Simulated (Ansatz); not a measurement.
## Run report: ZnO, geometry relaxation

- system: ZnO (8 atoms in the cell)
- method: DFT PBE, scalar-relativistic, plane waves, PAW, no spin polarisation (Ansatz 0.2.0)

The structure was made by a generator, so it may or may not be a known phase.

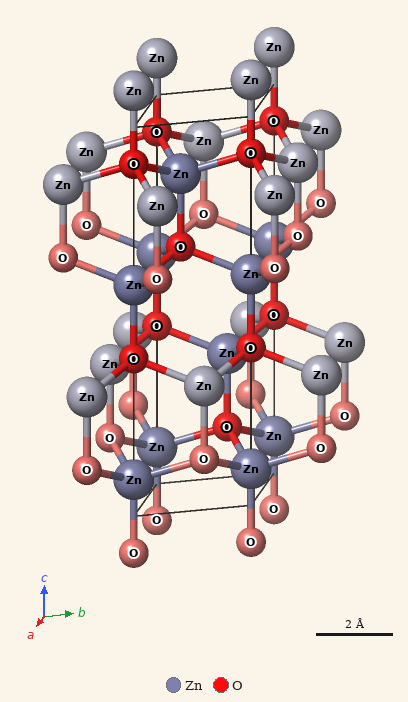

Fig. 1: The structure as given in the input (ball-and-stick view of the cell of the calculation, seen slightly off an axis; neighbours outside the cell are drawn fainter). An atom can appear more than once, as a periodic image. Near neighbours in the periodic cell (some may lie outside the picture): Zn has 4 O at 2.00 to 2.01 Å; O has 4 Zn at 2.00 to 2.01 Å.

The input
```yaml
crystal:
  lattice:
    - [3.2718123, 0.0, 0.0]
    - [-1.6359062, 2.8334726, 0.0]
    - [0.0, 0.0, 10.629996]
  atoms:
    - { symbol: Zn, position: [0.6666667, 0.3333333, 0.844101] }
    - { symbol: Zn, position: [0.3333333, 0.6666667, 0.344101] }
    - { symbol: Zn, position: [0.0, 0.0, 0.594308] }
    - { symbol: Zn, position: [0.0, 0.0, 0.094308] }
    - { symbol: O, position: [0.6666667, 0.3333333, 0.655916] }
    - { symbol: O, position: [0.3333333, 0.6666667, 0.155916] }
    - { symbol: O, position: [0.0, 0.0, 0.405675] }
    - { symbol: O, position: [0.0, 0.0, 0.905675] }
basis:
  ecutwfc: 420
kpoints:
  mp_grid: { grid: [12, 12, 4] }
hamiltonian:
  xc: pbe
scf:
  occupations: { method: gaussian, width: 0.02 }
output:
  forces: true
  stress: true
  eigenvalues: true
  write_density: true
  write_potential: true
  elf: true
  volumetric_format: npy
relax:
  adjacent_minimum: "off"
  f_tol: 0.01
  max_steps: 80
  cell: { stress_tol: 0.05 }
```

Run on 4 threads of AMD EPYC (Zen 5), 16 GiB of memory available, shared host.

Command:
```bash
ansatz run input.yaml --threads 4 --pin off --max-ram 8192MiB --backend cpu --events-out ev --progress --plain --runs-dir out
```

The program's output
```
Engine: ansatz 0.2.0, x86_64-unknown-linux-gnu
Pseudopotentials: kind: paw
Pseudopotential: Zn, paw, valence charge 12, recommended cutoff 420 eV (normal), Zn.paw.azcp
Pseudopotential: O, paw, valence charge 6, recommended cutoff 420 eV (normal), O.paw.azcp
Functional definition: PBE
  parameter kappa = 0.804
  parameter beta = 0.06672455060314922
  exchange = pbe_x(kappa = kappa, mu = beta*pi^2/3)
  correlation = pbe_c(beta = beta)
Crystal: 8 atoms, lattice volume = 98.546 Å³
Basis set: ecut = 420 eV, 1955 PW (Γ), exchange–correlation on 48×48×144 points (8 copies of the dense FFT grid, shifted against one another)
Bands: 44, of which v1, the nominal top of the filled ones, is band 36 counted from 1 (35 counted from 0)
Symmetry: 12 space group operations
Space group: P63mc (ITA 186), of the structure as read, at distance tolerance 4.6e-5 Å
k-points: 57 of 576 (time reversal used)
Non-local potential: Zn, projectors of the file, l = 0: 2, l = 1: 2, l = 2: 3, l = 3: 1
Non-local potential: O, projectors of the file, l = 0: 2, l = 1: 2, l = 2: 1
PAW form: soft (Blöchl's): semilocal exchange-correlation on the pseudo side does not see the compensation charge
PAW one-centre angular grid: Zn, 590 points (default); XC on 64 Gauss nodes
PAW one-centre angular grid: O, 110 points (default); XC on 64 Gauss nodes
Initial density: superposition of atomic densities (neutral atoms: chi_scale 0, normalization atom), corrected by the library's trained network
Initial wavefunctions: pseudopotential atomic-orbital guess
Functional: x = pbe(κ = 0.804, μ = 0.2195149727645171), c = pbe(β = 0.06672455060314922)
SCF iter   1: F=—  HF=-15547.353693 eV  |F-HF|=—  |Δ(HF+E_count)|=         —  Δρ=6.13e-4  dr2=1.55e-4  ethr=1.77e-3  ⟨swp⟩=6.6  Hψ=9511  notcnv=0
preconditioner: auto → Resta (q_TF=auto, 2.589 Å⁻¹)  ε∞=7.5  [insulator: Δε(μ)=0.687 eV  Ē_g=12.486 eV  σ=0.020 eV  W_gap=1.00  n_scr=38 (ndim 8)  ℏωp=31.7 eV  f_vac=0.032  D(μ)=0.00/eV (n_scr^D=0)  ε∞_Penn≈7.5]
SCF iter   2: F=—  HF=-15547.357062 eV  |F-HF|=—  |Δ(HF+E_count)|=   3.37e-3  Δρ=4.67e-4  dr2=9.62e-5  ethr=2.15e-7  ⟨swp⟩=3.0  Hψ=6572  notcnv=0  defer=98
SCF iter   3: F=—  HF=-15547.357247 eV  |F-HF|=—  |Δ(HF+E_count)|=   1.85e-4  Δρ=2.59e-4  dr2=3.81e-5  ethr=1.34e-7  ⟨swp⟩=2.0  Hψ=4107  notcnv=0  defer=98
SCF iter   4: F=—  HF=-15547.357337 eV  |F-HF|=—  |Δ(HF+E_count)|=   9.03e-5  Δρ=8.25e-5  dr2=6.40e-6  ethr=5.29e-8  ⟨swp⟩=2.0  Hψ=4154  notcnv=0  defer=98
SCF iter   5: F=—  HF=-15547.357339 eV  |F-HF|=—  |Δ(HF+E_count)|=   1.50e-6  Δρ=3.77e-5  dr2=1.67e-6  ethr=8.89e-9  ⟨swp⟩=2.0  Hψ=4234  notcnv=0  defer=98
SCF iter   6: F=—  HF=-15547.357339 eV  |F-HF|=—  |Δ(HF+E_count)|=   1.19e-7  Δρ=1.62e-5  dr2=3.63e-7  ethr=2.32e-9  ⟨swp⟩=2.0  Hψ=4126  notcnv=0  defer=98
SCF iter   7: F=-15547.357339 eV  HF=-15547.357339 eV  |F-HF|=7.01e-8  |Δ(HF+E_count)|=   1.98e-7  Δρ=1.00e-5  dr2=7.07e-8  ethr=1.39e-10  ⟨swp⟩=10.3  Hψ=19335  notcnv=0
SCF 1 converged in 7 iterations: F = -15547.357339 eV  dr2 = 7.07e-8
  greatest PAW one-centre occupation: 0.987 electrons in one spin orbital (limit 2), on the Zn atom at site 3 (counted from 0), in its partial waves of l = 2
relax step   1: F+E_penalty+E_count = -15547.35733886 eV  Δ(F+E_penalty+E_count) = +0.000e0 eV  max|allowed force component| = 6.148e-4 eV/Å  Δτ_max = 0.0000 Å  P = +0.005 GPa  Ω = 98.546 Å³  (7 SCF iters, dr2 threshold 1.00e-7 eV, accepted)
Initial density: handed on by an earlier stage of this run
Initial wavefunctions: pseudopotential atomic-orbital guess (no wavefunctions were taken with the density)
iter 1 solved again at ethr=8.01e-8 eV; its pass at ethr=3.10e-3 eV (dr2=5.77e-5 eV) is discarded
SCF iter   1: F=—  HF=-15547.357261 eV  |F-HF|=—  |Δ(HF+E_count)|=         —  Δρ=1.20e-5  dr2=7.42e-8  ethr=8.01e-8  ⟨swp⟩=3.1  Hψ=16771  notcnv=0
preconditioner: auto → Resta (q_TF=auto, 2.589 Å⁻¹)  ε∞=7.5  [insulator: Δε(μ)=0.689 eV  Ē_g=12.485 eV  σ=0.020 eV  W_gap=1.00  n_scr=38 (ndim 8)  ℏωp=31.7 eV  f_vac=0.032  D(μ)=0.00/eV (n_scr^D=0)  ε∞_Penn≈7.5]
SCF iter   2: F=—  HF=-15547.357339 eV  |F-HF|=—  |Δ(HF+E_count)|=   7.77e-5  Δρ=5.50e-6  dr2=2.26e-8  ethr=1.03e-10  ⟨swp⟩=3.4  Hψ=6310  notcnv=0
SCF iter   3: F=—  HF=-15547.357339 eV  |F-HF|=—  |Δ(HF+E_count)|=  8.75e-10  Δρ=3.35e-6  dr2=1.15e-8  ethr=3.13e-11  ⟨swp⟩=2.0  Hψ=4012  notcnv=0
SCF iter   4: F=—  HF=-15547.357339 eV  |F-HF|=—  |Δ(HF+E_count)|=   4.54e-9  Δρ=1.38e-6  dr2=2.93e-9  ethr=1.60e-11  ⟨swp⟩=2.4  Hψ=4321  notcnv=0
SCF iter   5: F=—  HF=-15547.357339 eV  |F-HF|=—  |Δ(HF+E_count)|=  7.29e-10  Δρ=8.09e-7  dr2=4.75e-10  ethr=4.07e-12  ⟨swp⟩=2.0  Hψ=4330  notcnv=0
SCF iter   6: F=—  HF=-15547.357339 eV  |F-HF|=—  |Δ(HF+E_count)|=  1.20e-10  Δρ=5.53e-7  dr2=1.78e-10  ethr=1.00e-12  ⟨swp⟩=2.0  Hψ=4257  notcnv=0
SCF iter   7: F=-15547.357339 eV  HF=-15547.357339 eV  |F-HF|=0.00e0  |Δ(HF+E_count)|=  2.18e-11  Δρ=2.45e-7  dr2=2.09e-11  ethr=1.00e-12  ⟨swp⟩=6.0  Hψ=12375  notcnv=0
SCF 2 converged in 7 iterations: F = -15547.357339 eV  dr2 = 2.09e-11
  greatest PAW one-centre occupation: 0.987 electrons in one spin orbital (limit 2), on the Zn atom at site 2 (counted from 0), in its partial waves of l = 2
relax step   2: F+E_penalty+E_count = -15547.35733892 eV  Δ(F+E_penalty+E_count) = -5.570e-8 eV  max|allowed force component| = 5.936e-4 eV/Å  Δτ_max = 0.0000 Å  P = +0.005 GPa  Ω = 98.546 Å³  stress off target by 8.52e-3 GPa  SCF on the basis re-selected at this cell (its energy is not comparable with the rows above)  (7 SCF iters)
```

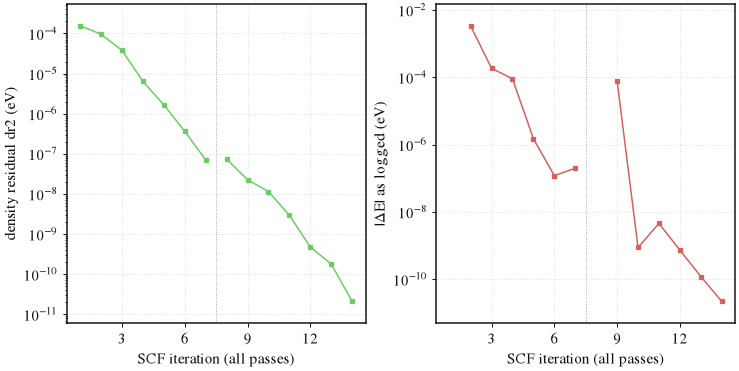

Fig. 2: Convergence of the self-consistent field: density residual dr2 and size of the energy change against the SCF iteration. The dotted lines part the SCF passes of the relaxation: geometry steps, rejected trials and re-solves on a re-selected basis. The passes take 7 and 7 iterations.

```
basis re-selected at this cell: Δ(F+E_penalty+E_count) = -5.570e-8 eV, ΔP = +0.000 GPa vs the last step (what re-selecting the basis moved, of the pressure what is left beyond the Pulay correction that the steps carried, after the strain that the cell walked since its last selection, with what the two solves' SCF thresholds leave and, on support functions, any second-order correction that the steps lacked; it is no measure of the basis error at this ecutwfc). This SCF's stress stands 8.52e-3 GPa from its target on what of the cell is left free (relax.cell.stress_tol is 5.00e-2 GPa) and its largest allowed force component is 5.94e-4 eV/Å (relax.f_tol is 1.00e-2 eV/Å): within both
SCF converged after 7 iterations
Free energy (F): -15547.357339 eV
Harris-Foulkes:  -15547.357339 eV  (|F-HF|=0.00e0)
Internal energy: -15547.357339 eV  (E = F + TS)
E sigma→0 (E₀):  -15547.357339 eV
Fermi energy:    7.059721 eV
--- Per-component energies (eV) ---
  E_band       = 101.726660
  E_kinetic    = 1219.976465
  E_local      = -8100.944336  (includes V_loc(G=0)·N_el)
  E_nonlocal   = 2670.192559
  E_hartree    = 3324.887342
  E_xc         = -838.624185
  E_vxc        = -577.951961  (∫ρ·V_xc dr)
  E_paw        = -7961.029175  (= ΣΔE_a)
  E_vpaw       = -1759.329108  (= ΣTr[D̂ρ^β])
  E_aug_tail   = 0.008169  (compensation charges beyond the density's cutoff)
  E_ewald      = -5861.824179
  E_smearing   = -0.000000  (= −TS)
  E_closure    = 0.000000  (closes the sum)
  Σ components = -15547.357339   (vs F -15547.357339, Δ=0.00e0)
--- Forces (eV/Å), atoms counted from 1 ---
  atom   1  Zn     0.00000000     0.00000000     0.00049021
  atom   2  Zn    -0.00000000    -0.00000000     0.00049021
  atom   3  Zn    -0.00000000    -0.00000000     0.00058046
  atom   4  Zn     0.00000000     0.00000000     0.00058046
  atom   5  O      0.00000000     0.00000000    -0.00059404
  atom   6  O     -0.00000000    -0.00000000    -0.00059404
  atom   7  O      0.00000000     0.00000000    -0.00047822
  atom   8  O     -0.00000000     0.00000000    -0.00047822
  max |Σ_I F_I| component: 3.18e-6 eV/Å
--- Stress (GPa, compression-positive) ---
        0.003049      -0.000000       0.000000
       -0.000000       0.003049       0.000000
        0.000000       0.000000       0.008520
  P = ⅓ Tr σ = 0.0049 GPa (0.049 kbar)
--- Band table (eV; the first three rows and the last of 57) ---
  k-point 0: bands = ["-11.0867", "-10.7795", "-10.7552", "-10.4284", "0.9715", "1.0076", "1.1425", "1.1425", "1.1589", "1.2266", "1.2266", "1.2731", "1.2731", "1.3330", "1.3557", "1.3557", "2.2773", "2.2773", "2.2943", "2.2943", "2.3701", "2.3701", "2.4124", "2.4124", "2.6640", "4.4497", "4.4811", "5.9579", "5.9579", "6.3324", "6.3324", "6.3545", "6.3545", "6.6779", "6.7152", "6.7152", "7.4039", "9.9362", "10.0900", "11.9548", "14.6574", "16.6030", "16.8602", "19.5653"]
  k-point 1: bands = ["-11.0630", "-10.8922", "-10.6396", "-10.4549", "1.0025", "1.0345", "1.1371", "1.1505", "1.1505", "1.2043", "1.2043", "1.2526", "1.2950", "1.2950", "1.3477", "1.3477", "2.2804", "2.2804", "2.2926", "2.2926", "2.3756", "2.3756", "2.4057", "2.4057", "2.8493", "3.8553", "5.0854", "5.9879", "5.9879", "6.1975", "6.1975", "6.2906", "6.4872", "6.4872", "6.6871", "6.6871", "7.8280", "9.2609", "10.7256", "11.7841", "14.8190", "15.8936", "17.7300", "19.5936"]
  k-point 2: bands = ["-10.9952", "-10.9952", "-10.5297", "-10.5297", "1.0798", "1.0798", "1.1138", "1.1138", "1.1729", "1.1729", "1.1729", "1.1729", "1.3256", "1.3256", "1.3256", "1.3256", "2.2871", "2.2871", "2.2871", "2.2871", "2.3901", "2.3901", "2.3901", "2.3901", "3.2925", "3.2925", "5.6981", "5.6981", "6.0724", "6.0724", "6.0724", "6.0724", "6.6074", "6.6074", "6.6074", "6.6074", "8.5188", "8.5188", "11.3385", "11.3385", "15.2530", "15.2530", "18.8018", "18.8018"]
  k-point 56: bands = ["-10.3035", "-10.3035", "-10.2785", "-10.2785", "1.1357", "1.1357", "1.3456", "1.3456", "1.4176", "1.4176", "1.6587", "1.6587", "1.9515", "1.9515", "2.0628", "2.0628", "2.2334", "2.2334", "2.2554", "2.2554", "2.5496", "2.5496", "2.5777", "2.5777", "2.7694", "2.7694", "3.1541", "3.1541", "3.8545", "3.8545", "4.5197", "4.5197", "5.1858", "5.1858", "5.3603", "5.3603", "14.0073", "14.0073", "14.3114", "14.3114", "14.4662", "14.4662", "14.7348", "14.7348"]
--- Relaxed structure (1 steps of the walk, 1 accepted, 1 SCFs on fresh bases) ---
  F+E_penalty+E_count = -15547.35733892 eV   max|allowed force component| = 5.936e-4 eV/Å   (the final SCF, on the basis selected at the relaxed cell)
  cell:  # Å, volume = 98.5463 Å³
    - [3.271812318351429, 2.886751342988641e-8, 0.0]
    - [-1.6359061841757145, 2.83347256967344, 0.0]
    - [0.0, 0.0, 10.629996]
  atoms:
    - { symbol: Zn, position: [0.6666666666666666, 0.33333333333333326, 0.8441010000000001] }
    - { symbol: Zn, position: [0.3333333333333333, 0.6666666666666665, 0.344101] }
    - { symbol: Zn, position: [0.0, 0.0, 0.5943080000000001] }
    - { symbol: Zn, position: [0.0, 0.0, 0.09430800000000002] }
    - { symbol: O, position: [0.6666666666666666, 0.33333333333333326, 0.6559160000000002] }
    - { symbol: O, position: [0.3333333333333333, 0.6666666666666665, 0.15591600000000003] }
    - { symbol: O, position: [0.0, 0.0, 0.40567500000000006] }
    - { symbol: O, position: [0.0, 0.0, 0.9056750000000001] }
```

Trajectory as extended XYZ (Å, eV, eV/Å), 2 frames, from step=1 to step=2
```
8
Lattice="3.2718 0.0000 0.0000 -1.6359 2.8335 0.0000 0.0000 0.0000 10.6300" Properties=species:S:1:pos:R:3:forces:R:3 step=1 energy=-15547.35734 pressure_GPa=0.00
Zn    1.6359    0.9445    8.9728    0.0000   0.0000   0.0005
Zn    0.0000    1.8890    3.6578    0.0000   0.0000   0.0005
Zn    0.0000    0.0000    6.3175    0.0000   0.0000   0.0006
Zn    0.0000    0.0000    1.0025    0.0000   0.0000   0.0006
O     1.6359    0.9445    6.9724    0.0000   0.0000  -0.0006
O     0.0000    1.8890    1.6574    0.0000   0.0000  -0.0006
O     0.0000    0.0000    4.3123    0.0000   0.0000  -0.0005
O     0.0000    0.0000    9.6273    0.0000   0.0000  -0.0005
8
Lattice="3.2718 0.0000 0.0000 -1.6359 2.8335 0.0000 0.0000 0.0000 10.6300" Properties=species:S:1:pos:R:3:forces:R:3 step=2 energy=-15547.35734 pressure_GPa=0.00
Zn    1.6359    0.9445    8.9728    0.0000   0.0000   0.0005
Zn    0.0000    1.8890    3.6578    0.0000   0.0000   0.0005
Zn    0.0000    0.0000    6.3175    0.0000   0.0000   0.0006
Zn    0.0000    0.0000    1.0025    0.0000   0.0000   0.0006
O     1.6359    0.9445    6.9724    0.0000   0.0000  -0.0006
O     0.0000    1.8890    1.6574    0.0000   0.0000  -0.0006
O     0.0000    0.0000    4.3123    0.0000   0.0000  -0.0005
O     0.0000    0.0000    9.6273    0.0000   0.0000  -0.0005
```

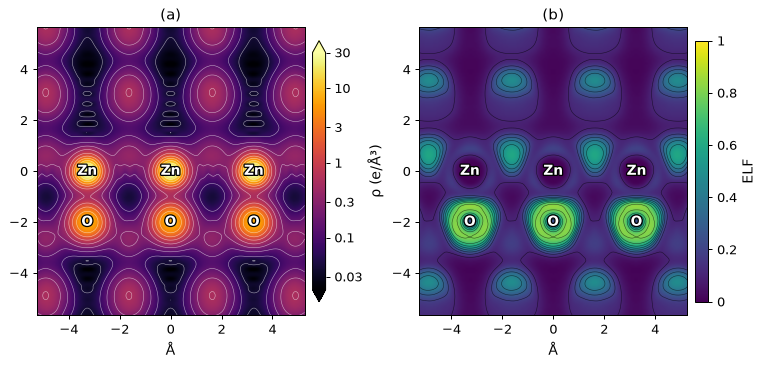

Fig. 3: (a) valence electron density; (b) electron localisation function on the (100) plane of the conventional cell. Atoms in the plane: Zn and O. Zn–O (2.00 Å): the density is about 0.57 e/Å³ at the midpoint; the ELF is about 0.25 at the midpoint. Away from the nuclei the density in this plane falls to 0.02 e/Å³ at its lowest. The fields are those of the smooth PAW valence density.

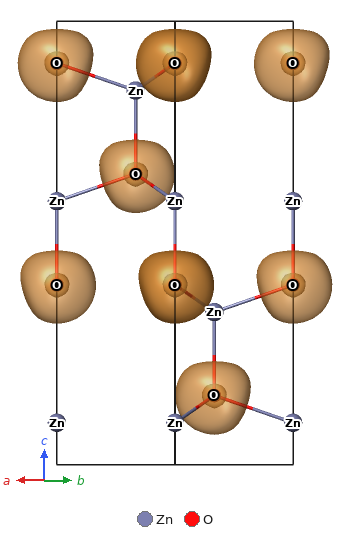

Fig. 4: Isosurface of the electron localisation function at 0.6 (orange), seen along [110]. Core shells and regions of very low density are left out. Sticks mark near contacts. The outline is the cell set on symmetry axes. Profiles from the grid: Zn–O (2.00 Å): the ELF is about 0.25 at the midpoint.

Results in brief

- outcome: converged
- space group (tolerance 0.01 Å): P6₃mc (186)
- electrons treated: 72
- free energy: −15547.3573 eV
- Fermi energy: 7.060 eV
- gap on the k-point mesh: 0.69 eV
- pressure: 0.00 GPa
- final volume: 98.55 Å³
- largest force (length of the vector) at the end: 0.001 eV/Å
- final cell: a = 3.272 Å, b = 3.272 Å, c = 10.630 Å, α = 90.00°, β = 90.00°, γ = 120.00°
- wall time: 5.2 s (CPU time 20 s)
- peak memory: 0.55 GiB
